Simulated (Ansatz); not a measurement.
```
Cd S
1.0
     4.11128    0.00000    0.00000
    -2.05564    3.56048    0.00000
     0.00000    0.00000    6.68853
Cd S
2 2
Direct
  0.33333 0.66667 0.99920
  0.66667 0.33333 0.49920
  0.33333 0.66667 0.37580
  0.66667 0.33333 0.87580
```

Space group P6₃mc; changed on purpose from its base cell (volume × 0.94, shape and atoms relaxed); computed pressure about 4 GPa in this cell.

All numbers below come from DFT PBE, scalar-relativistic, plane waves, PAW (Ansatz 0.2.0).

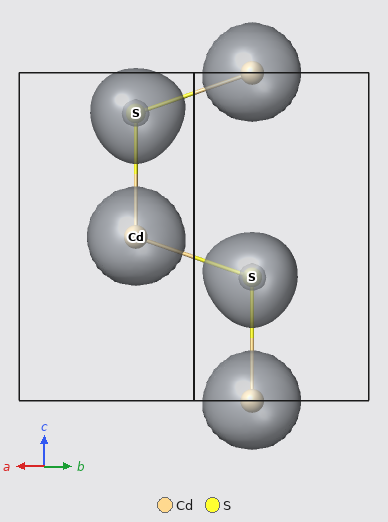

CdS. Isosurface of the valence electron density at 0.6 e/Å³ (grey), seen along [110]. Sticks mark near contacts.

The density is the valence pseudo-density of a PAW calculation; it isn't the true density close to the nuclei.

How is the density connected at this value?

Answer. At this value the density breaks into separate islands; it holds about 75 % of the electrons treated as valence (semicore included). It bridges none of the near contacts. It is pinched off along the sampled Cd–S (2.51 Å) contacts. On the grid the lowest density along these lines, outside the cores, is 0.43 e/Å³ (Cd–S, 2.51 Å).
